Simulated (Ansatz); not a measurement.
## Run report: Ag, single-point calculation

The run: single-point calculation of Ag (slab, 5 atoms in the cell). Method and program: DFT, r2SCAN, PAW with Ansatz's default frozen-core files, scalar-relativistic, no spin polarisation (Ansatz 0.2.0).

It belongs to a series of runs on one base structure; here: PAW files. Figures and captions count atoms from 1; the log counts them from 0 in places.

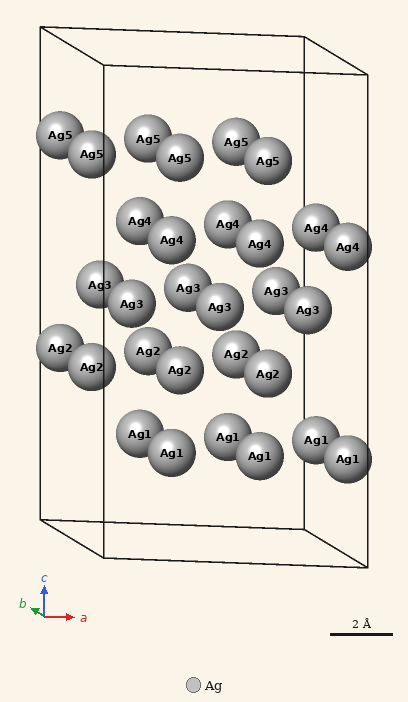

**Figure 1.** The structure as given in the input (spheres-only view of the 3 × 2 repeat of the cell, with the vacuum cut short, seen slightly off an axis; atoms are numbered from 1 in the order of the input). An atom can appear more than once, as a periodic image.

Input file:
```yaml
crystal:
  lattice:
    - [2.902553697, 0.0, 0.0]
    - [-1.4512768485, 2.5136852375, 0.0]
    - [0.0, 0.0, 25.4797]
  atoms:
    - { symbol: Ag, position: [0.833333333, 0.166666667, 0.3139754261] }
    - { symbol: Ag, position: [0.166666667, 0.833333333, 0.4069877128] }
    - { symbol: Ag, position: [0.5, 0.5, 0.5] }
    - { symbol: Ag, position: [0.833333333, 0.166666667, 0.5930122872] }
    - { symbol: Ag, position: [0.166666667, 0.833333333, 0.6860245739] }
kpoints:
  mp_grid: { grid: [13, 13, 1] }
scf:
  occupations: { method: fermi_dirac, width: 0.1 }
hamiltonian:
  xc: r2scan
  pseudopotentials: { kind: paw }
output:
  forces: true
  stress: true
  eigenvalues: true
  populations: true
efield:
  axis: 3
  amplitude: 0
  dipole_correction: true
```

Hardware: 2 threads of Arm Neoverse V1, 24 GiB of memory available, shared host.

Launched with:
```bash
ansatz run input.yaml --threads 2 --pin off --max-ram 4096MiB --backend cpu --events-out ev --progress --plain --runs-dir out
```

Output:
```
Engine: ansatz 0.2.0, aarch64-unknown-linux-gnu
Pseudopotentials: kind: paw
Pseudopotential: Ag, paw, valence charge 19, recommended cutoff 500 eV (meta_gga), Ag.paw.azcp
Functional definition: r2SCAN
  parameter k0 = 0.174
  parameter k1 = 0.065
  parameter a1 = 4.9479
  exchange = r2scan_x(k0 = k0, k1 = k1, a1 = a1)
  correlation = r2scan_c
Crystal: 5 atoms, lattice volume = 185.903 Å³
Basis set: ecut = 500 eV, 4665 PW (Γ), exchange–correlation on 96×96×768 points (64 copies of the dense FFT grid, shifted against one another)
Bands: 57, of which v1, the nominal top of the filled ones, is band 48 counted from 1 (47 counted from 0)
Symmetry: 6 space group operations
k-points: 21 of 169 (time reversal used)
Non-local potential: Ag, projectors of the file, l = 0: 3, l = 1: 2, l = 2: 2, l = 3: 1
PAW form: soft (Blöchl's): semilocal exchange-correlation on the pseudo side does not see the compensation charge
PAW frozen core: Ag, regenerated for the run's functional (the file was generated under x = pbe(κ = 0.804, μ = 0.2195149727645171), c = pbe(β = 0.06672455060314922))
PAW one-centre angular grid: Ag, 590 points (default); XC on 160 Gauss nodes
Initial density: superposition of atomic densities (neutral atoms: chi_scale 0, normalization atom), corrected by the library's trained network
Initial wavefunctions: pseudopotential atomic-orbital guess
Functional: x = r2scan, c = r2scan; τ floored in thin density (d = 2e-4 eV/Å³)
SCF iter   1: F=—  HF=-38018.935970 eV  |F-HF|=—  |Δ(HF+E_count)|=         —  Δρ=7.63e-3  dr2=1.06e-1  dr2_τ=3.28e-3  ethr=1.77e-3  p=0.000 e·Å  D=2.56e-14 V/Å  ΔV_dip=-0.00 eV  dr2_dipole=7.38e-9  V_vac-E_F(+/−)=4.32/4.32 eV  ⟨swp⟩=8.1  Hψ=4904  notcnv=0  defer=17
efield: sawtooth ramp at fractional position 0.9500 (placed from the atoms, in the widest stretch of the axis that holds none; the zero of the levels goes with the place), width 0.1000; the density the first Hamiltonian is built on has a dipole p = 0.000 e·Å; the dipole correction subtracts the counter field D = 2.56e-14 V/Å, which shifts the + side's vacuum level by -0.00 eV against the − side's; the planar-averaged density in the ramp window peaks in size at 3.1e-5 e/Å³
preconditioner: auto → LDOS  [metal: Δε(μ)=0.047 eV  Ē_g=9.970 eV  σ=0.100 eV  W_gap=0.12  n_scr=18 (ndim 8)  ℏωp=20.2 eV  f_vac=0.502  D(μ)=1.19/eV (n_scr^D=8)  β→1.0]
SCF iter   2: F=—  HF=-38018.966736 eV  |F-HF|=—  |Δ(HF+E_count)|=   3.08e-2  Δρ=1.01e-2  dr2=1.55e-1  dr2_τ=7.55e-3  ethr=1.11e-4  p=-0.000 e·Å  D=-5.84e-7 V/Å  ΔV_dip=0.00 eV  dr2_dipole=4.51e-9  V_vac-E_F(+/−)=4.33/4.33 eV  ⟨swp⟩=2.5  Hψ=2547  notcnv=0  defer=49
SCF iter   3: F=—  HF=-38018.924842 eV  |F-HF|=—  |Δ(HF+E_count)|=   4.19e-2  Δρ=1.91e-3  dr2=5.50e-3  dr2_τ=3.54e-4  ethr=1.11e-4  p=-0.000 e·Å  D=-1.73e-6 V/Å  ΔV_dip=0.00 eV  dr2_dipole=3.88e-10  V_vac-E_F(+/−)=4.39/4.39 eV  ⟨swp⟩=2.0  Hψ=2170  notcnv=0  defer=49
SCF iter   4: F=—  HF=-38018.923209 eV  |F-HF|=—  |Δ(HF+E_count)|=   1.63e-3  Δρ=1.84e-4  dr2=6.09e-5  dr2_τ=5.32e-6  ethr=5.79e-6  p=-0.000 e·Å  D=-7.17e-7 V/Å  ΔV_dip=0.00 eV  dr2_dipole=9.03e-11  V_vac-E_F(+/−)=4.39/4.39 eV  ⟨swp⟩=3.2  Hψ=2401  notcnv=0  defer=49
SCF iter   5: F=—  HF=-38018.923273 eV  |F-HF|=—  |Δ(HF+E_count)|=   6.44e-5  Δρ=1.18e-4  dr2=3.58e-5  dr2_τ=1.40e-6  ethr=6.41e-8  p=-0.000 e·Å  D=-7.45e-7 V/Å  ΔV_dip=0.00 eV  dr2_dipole=1.64e-11  V_vac-E_F(+/−)=4.39/4.39 eV  ⟨swp⟩=2.3  Hψ=2227  notcnv=0  defer=49
SCF iter   6: F=—  HF=-38018.923266 eV  |F-HF|=—  |Δ(HF+E_count)|=   7.60e-6  Δρ=2.39e-5  dr2=1.01e-6  dr2_τ=6.59e-8  ethr=3.76e-8  p=-0.000 e·Å  D=-3.74e-7 V/Å  ΔV_dip=0.00 eV  dr2_dipole=2.52e-12  V_vac-E_F(+/−)=4.39/4.39 eV  ⟨swp⟩=2.0  Hψ=1733  notcnv=0  defer=49
iter 7 met the thresholds in force, and the SCF goes on: an eigenvalue changes by 13.99 meV, over its tolerance of 10.00 meV (output.eigenvalues, Limitations)
SCF iter   7: F=-38018.923266 eV  HF=-38018.923266 eV  |F-HF|=5.12e-8  |Δ(HF+E_count)|=   2.12e-7  Δρ=5.28e-6  dr2=5.47e-8  dr2_τ=2.59e-9  ethr=1.05e-10  p=-0.000 e·Å  D=-1.27e-7 V/Å  ΔV_dip=0.00 eV  dr2_dipole=3.21e-13  V_vac-E_F(+/−)=4.39/4.39 eV  ⟨swp⟩=14.1  Hψ=6010  notcnv=0
SCF iter   8: F=-38018.923266 eV  HF=-38018.923266 eV  |F-HF|=9.32e-9  |Δ(HF+E_count)|=   8.37e-8  Δρ=2.62e-6  dr2=1.24e-8  dr2_τ=7.34e-10  ethr=5.76e-11  p=-0.000 e·Å  D=-8.03e-8 V/Å  ΔV_dip=0.00 eV  dr2_dipole=2.93e-13  V_vac-E_F(+/−)=4.39/4.39 eV  ⟨swp⟩=5.5  Hψ=4511  notcnv=0
SCF 1 converged in 8 iterations: F = -38018.923266 eV  dr2 = 1.24e-8
  greatest PAW one-centre occupation: 1.001 electrons in one spin orbital (limit 2), on the Ag atom at site 0 (counted from 0), in its partial waves of l = 1
```

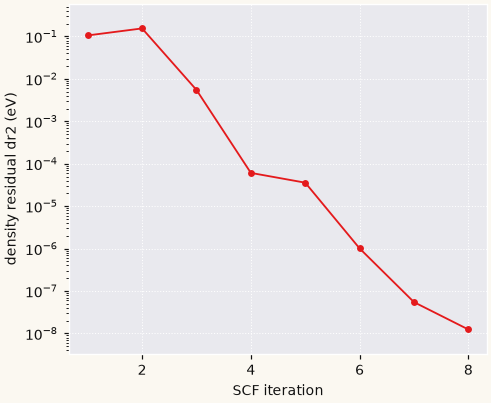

**Figure 2.** Convergence of the self-consistent field: density residual dr2 against the SCF iteration. The residual falls almost steadily, with no more than small rises.

```
SCF converged after 8 iterations
an eigenvalue changed by more than its tolerance at an iteration that met the thresholds in force, so the SCF went on 1 time: the last check found none over its tolerance
Free energy (F): -38018.923266 eV
Harris-Foulkes:  -38018.923266 eV  (|F-HF|=9.32e-9)
Internal energy: -38018.882155 eV  (E = F + TS)
E sigma→0 (E₀):  -38018.902711 eV
Entropy (-TS):   -0.041110 eV (-8.222 meV/atom)
Fermi energy:    5.678844 eV
Dipole field:    D = 0.000001 V/Å  (p = 0.000001 e·Å, saw-weighted, corrected)
Work function:   Φ+ = 4.3941 eV   Φ− = 4.3941 eV
Levels:          The Fermi level and band energies are counted from a zero that moves with the ramp; work functions are not
--- Per-component energies (eV) ---
  E_band       = -2383.894495
  E_kinetic    = 2639.496636
  E_local      = -150771.720678  (includes V_loc(G=0)·N_el)
  E_nonlocal   = 407.384986
  E_hartree    = 74348.545239
  E_xc         = -890.329691
  E_vxc        = -1312.270938  (∫ρ·V_xc dr)
  E_paw        = -19613.174763  (= ΣΔE_a)
  E_vpaw       = -2138.782946  (= ΣTr[D̂ρ^β])
  E_aug_tail   = 0.000309  (compensation charges beyond the density's cutoff)
  E_vtau       = 94.889455  (kinetic-family band-sum trace: ∫τ·v_τ [+ j·A + Jᵃ·Aᵃ] dr)
  E_efield     = 0.000000  (sawtooth field / dipole correction)
  E_vefield    = 0.000000  (∫n·V_field dr)
  E_ewald      = 55863.462360
  E_core_change = -2.546554  (= ΣΔE_core)
  E_smearing   = -0.041110  (= −TS)
  E_closure    = 0.000000  (closes the sum)
  Σ components = -38018.923266   (vs F -38018.923266, Δ=0.00e0)
--- Forces (eV/Å), atoms counted from 1 ---
  atom   1  Ag     0.00000000     0.00000000     0.01251819
  atom   2  Ag     0.00000000     0.00000000    -0.01062156
  atom   3  Ag    -0.00000000    -0.00000000    -0.00000051
  atom   4  Ag     0.00000000    -0.00000000     0.01062152
  atom   5  Ag    -0.00000000    -0.00000000    -0.01251744
  max |Σ_I F_I| component: 2.06e-7 eV/Å
--- Stress (GPa, compression-positive) ---
       -1.207714       0.000000      -0.000000
       -0.000000      -1.207714      -0.000000
       -0.000000      -0.000000      -0.058529
  P = ⅓ Tr σ = -0.8247 GPa (-8.247 kbar)
--- Band table (eV; the first three rows and the last of 21) ---
  k-point 0: bands = ["-89.1952", "-89.1399", "-89.1393", "-88.8610", "-88.8610", "-51.8454", "-51.7649", "-51.7527", "-51.7527", "-51.7254", "-51.6938", "-51.6938", "-51.6925", "-51.6925", "-51.4565", "-51.4563", "-51.4272", "-51.4272", "-51.4272", "-51.4272", "-2.0903", "-1.3805", "-1.1207", "-0.8173", "-0.7595", "0.3679", "0.3873", "0.3873", "0.4426", "0.4426", "0.4806", "0.5329", "0.5329", "0.7842", "0.7842", "0.7993", "0.7993", "1.1167", "1.3880", "1.3880", "1.4968", "1.4968", "1.7278", "1.7278", "2.0392", "2.0392", "2.1751", "2.1751", "2.6835", "4.8586", "5.8006", "9.6694", "10.1487", "10.5155", "11.8289", "12.1401", "14.3144"]
  k-point 1: bands = ["-89.1945", "-89.1393", "-89.1387", "-88.8604", "-88.8604", "-51.8434", "-51.7694", "-51.7546", "-51.7542", "-51.7267", "-51.7000", "-51.6995", "-51.6956", "-51.6942", "-51.4558", "-51.4557", "-51.4342", "-51.4342", "-51.4290", "-51.4290", "-1.9256", "-1.2243", "-1.0129", "-0.7076", "-0.6256", "0.2888", "0.3346", "0.3535", "0.4687", "0.4977", "0.5020", "0.5645", "0.6148", "0.7103", "0.7607", "0.8502", "0.8772", "0.9642", "1.3371", "1.3517", "1.4767", "1.5082", "1.6185", "1.7268", "1.9383", "2.0400", "2.0550", "2.1802", "3.0808", "5.1040", "6.1439", "9.7843", "10.2904", "10.6349", "11.9660", "12.2704", "14.4554"]
  k-point 2: bands = ["-89.1927", "-89.1375", "-89.1370", "-88.8586", "-88.8586", "-51.8379", "-51.7868", "-51.7598", "-51.7536", "-51.7326", "-51.7197", "-51.7136", "-51.7005", "-51.6989", "-51.4546", "-51.4545", "-51.4529", "-51.4528", "-51.4339", "-51.4339", "-1.4757", "-0.8357", "-0.7516", "-0.4625", "-0.3000", "0.0935", "0.1887", "0.2492", "0.4119", "0.5354", "0.6314", "0.6526", "0.7048", "0.7492", "0.8456", "0.8502", "0.9905", "1.0663", "1.0917", "1.2697", "1.3164", "1.4840", "1.5193", "1.7247", "1.7332", "2.0399", "2.1931", "2.3577", "3.7404", "5.7233", "7.0191", "10.1277", "10.7167", "11.0064", "12.3823", "12.6627", "14.8750"]
  k-point 20: bands = ["-89.1822", "-89.1274", "-89.1274", "-88.8486", "-88.8486", "-51.8528", "-51.8351", "-51.8186", "-51.7885", "-51.7773", "-51.7703", "-51.7528", "-51.7398", "-51.7394", "-51.5204", "-51.5204", "-51.5029", "-51.5029", "-51.4443", "-51.4442", "-0.5219", "-0.4956", "-0.2999", "-0.2312", "-0.0613", "-0.0432", "-0.0038", "0.1041", "0.3040", "0.5020", "0.5710", "0.6752", "0.8855", "0.8951", "1.0758", "1.0825", "1.2419", "1.3100", "1.4831", "1.5457", "1.8847", "2.0200", "2.0835", "2.1195", "2.1964", "7.6708", "8.3655", "9.3289", "9.6721", "9.7942", "10.3568", "10.5147", "10.9253", "11.6419", "11.7636", "12.4192", "12.9697"]
--- Löwdin populations: 5 sites ---
  site symbol       q [e]
     0     Ag     18.9196
     1     Ag     18.8891
     2     Ag     18.8698
     3     Ag     18.8891
     4     Ag     18.9196
  spilling = 0.005398 (of n_electrons = 95.000000)
```

File populations.tsv:
```
# site	symbol	l	j	q
# orbitals = lowdin
# n_electrons = 95.000000
# spilling = 0.005398
0	Ag	0_4S	-	1.995022
0	Ag	0_5S	-	1.025149
0	Ag	1_4P	-	5.998222
0	Ag	2_4D	-	9.901234
1	Ag	0_4S	-	1.993456
1	Ag	0_5S	-	1.009194
1	Ag	1_4P	-	5.998439
1	Ag	2_4D	-	9.888020
2	Ag	0_4S	-	1.993354
2	Ag	0_5S	-	0.993931
2	Ag	1_4P	-	5.998455
2	Ag	2_4D	-	9.884011
3	Ag	0_4S	-	1.993456
3	Ag	0_5S	-	1.009194
3	Ag	1_4P	-	5.998439
3	Ag	2_4D	-	9.888020
4	Ag	0_4S	-	1.995022
4	Ag	0_5S	-	1.025149
4	Ag	1_4P	-	5.998222
4	Ag	2_4D	-	9.901234
```

Results in brief:

```json
{"quantity": "outcome", "value": "converged"}
{"quantity": "electrons treated", "value": "95"}
{"quantity": "free energy", "value": "−38018.9233 eV"}
{"quantity": "Fermi energy", "value": "5.679 eV"}
{"quantity": "largest force (length of the vector)", "value": "0.013 eV/Å"}
{"quantity": "wall time", "value": "31 s (CPU time 60 s)"}
{"quantity": "peak memory", "value": "0.89 GiB"}
```
